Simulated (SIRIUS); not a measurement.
**A series of single points on SnO**

System: SnO (P4/nmm, 4 atoms in the cell).
Method: Kohn-Sham DFT of a periodic cell, PBEsol, dojo-sr-pbesol-0.4.1-standard, no spin polarisation (SIRIUS 7.12.0).

The 7 runs differ only in the geometry, by an even scaling of the cell at fixed fractional positions. The structure derives from a Materials Project entry.

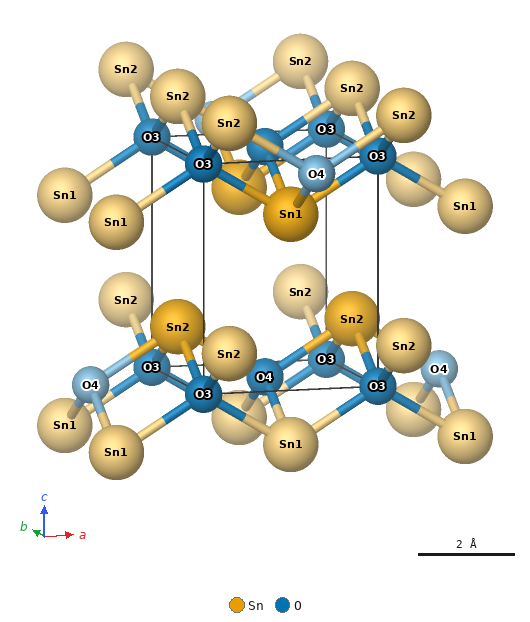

Figure 1. The structure of run 4 (ball-and-stick view of the cell of the calculation, seen slightly off an axis; neighbours outside the cell are drawn fainter; atoms are numbered from 1 in the order of the input). An atom can appear more than once, as a periodic image.

## Input of run 4
```
{
  "control": {
    "processing_unit": "cpu",
    "verbosity": 2,
    "num_bands_to_print": 29,
    "print_forces": true,
    "print_stress": true
  },
  "parameters": {
    "electronic_structure_method": "pseudopotential",
    "xc_functionals": ["XC_GGA_X_PBE_SOL", "XC_GGA_C_PBE_SOL"],
    "gk_cutoff": 9.2,
    "pw_cutoff": 18.4,
    "ngridk": [7, 7, 6],
    "shiftk": [0, 0, 0],
    "smearing": "fermi_dirac",
    "smearing_width": 0.0018374661,
    "num_bands": 29,
    "num_mag_dims": 0,
    "num_dft_iter": 100,
    "energy_tol": 1e-08,
    "density_tol": 1e-06
  },
  "iterative_solver": {
    "type": "davidson",
    "min_tolerance": 1e-10
  },
  "mixer": {
    "type": "anderson",
    "beta": 0.7,
    "max_history": 8
  },
  "settings": {
    "tol_ne": 1e-10,
    "pseudo_grid_cutoff": 6.5
  },
  "unit_cell": {
    "lattice_vectors": [
      [7.206839488594, 0.0, 0.0],
      [0.0, 7.206839488594, 0.0],
      [0.0, 0.0, 9.234927731791]
    ],
    "atom_coordinate_units": "lattice",
    "atom_types": ["Sn", "O"],
    "atom_files": {
      "Sn": "Sn.json",
      "O": "O.json"
    },
    "atoms": {
      "Sn": [
        [0.5, 0.0, 0.76462614],
        [0.0, 0.5, 0.23537386]
      ],
      "O": [
        [0.0, 0.0, 0.0],
        [0.5, 0.5, 0.0]
      ]
    }
  }
}
```

Command:
```bash
upf_to_json Sn.upf
upf_to_json O.upf
OMP_NUM_THREADS=4 sirius.scf --input=sirius.json --output=out.json --task=0
```

Lattice vectors (Å) and fractional positions of run 4:
```
   3.813695    0.000000    0.000000
   0.000000    3.813695    0.000000
   0.000000    0.000000    4.886913
Sn  0.500000  0.000000  0.764626
Sn  0.000000  0.500000  0.235374
O   0.000000  0.000000  0.000000
O   0.500000  0.500000  0.000000
```

Run 5 differs from it as follows:
```diff
-      [7.206839488594, 0.0, 0.0],
-      [0.0, 7.206839488594, 0.0],
-      [0.0, 0.0, 9.234927731791]
+      [7.254568293387, 0.0, 0.0],
+      [0.0, 7.254568293387, 0.0],
+      [0.0, 0.0, 9.296087975908]
```

## Results, with one run withheld

```csv
run,volume per atom (Å³),"free energy per atom, from the lowest run given (meV)",pressure (GPa),gap on the mesh (eV)
1,16.703,21.30,6.70,0.13
2,17.058,9.17,4.23,0.21
3,17.414,2.24,2.01,0.28
4,17.769,0.00,0.01,0.35
5,18.125,?,?,?
6,18.480,7.71,−3.40,0.48
7,18.835,16.84,−4.85,0.54
```

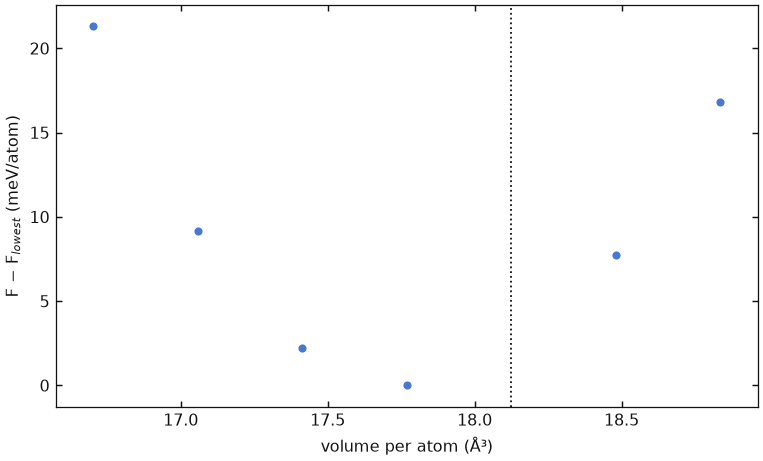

Figure 2. Free energy per atom of the runs given; the dotted line marks run 5.

What should run 5 give?

A cubic polynomial in V^(−2/3) (the Birch–Murnaghan form), fitted to the 6 runs given, misses them by under 0.01 meV per atom. With x = V^(−2/3) − 0.14733 Å⁻², it reads F = 0.13913 + 552.5 x + 5.4853e+05 x² + 6.6676e+05 x³ (meV per atom). At run 5 it gives 1.97 meV per atom, and the run itself gives 1.96. The slope of the fit gives a pressure −dF/dV of −1.77 GPa there, and the run prints −1.79 GPa. The fit has its minimum at 17.774 Å³ per atom, where V d²F/dV² gives 94.6 GPa. Cell shape and fractional positions are held, so this is the stiffness under even scaling; the relaxed bulk modulus wasn't computed and can be far lower in a crystal of layers, chains or molecules like this one. The gap on the mesh goes, without turning, from 0.13 eV in run 1 to 0.54 eV in run 7; run 5 has 0.42 eV. These are gaps of this functional on this mesh, which can miss the band edges; they aren't the measured gap.

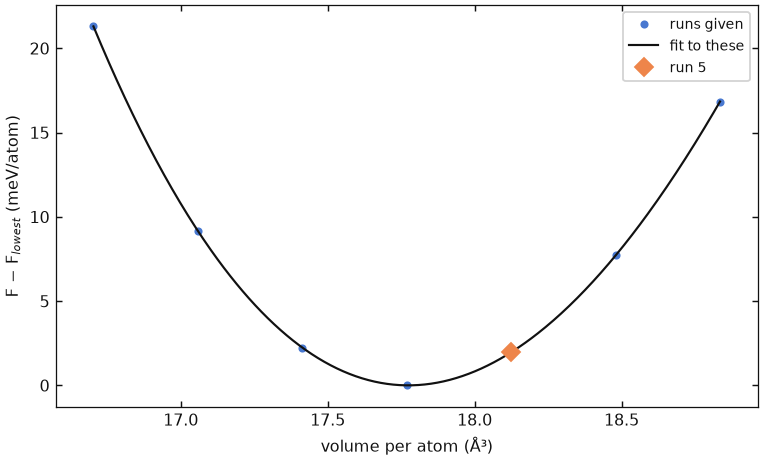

Figure 3. The fit and the withheld run.

## Some lines of the output (run 5)
```
[...]
[find] Free energy (E-TS)             :    -190.25821221 (Ha),    -380.51642442 (Ry)
[find] band gap (eV)                  :       0.41968127
[find] Efermi                         :       0.35589906
[find] Total energy                   :    -190.25820360 (Ha),    -380.51640720 (Ry)
[find] Free energy (E-TS)             :    -190.25821222 (Ha),    -380.51642443 (Ry)
[find] band gap (eV)                  :       0.41984955
[find] Efermi                         :       0.35589513
[find] Free energy (E-TS)             :    -190.25821222 (Ha),    -380.51642444 (Ry)
[find] band gap (eV)                  :       0.41987836
[find] Efermi                         :       0.35589424
[find] band gap (eV)                  :       0.41987265
[find] Efermi                         :       0.35589435
[find] band gap (eV)                  :       0.41987100
[find] Efermi                         :       0.35589440
```
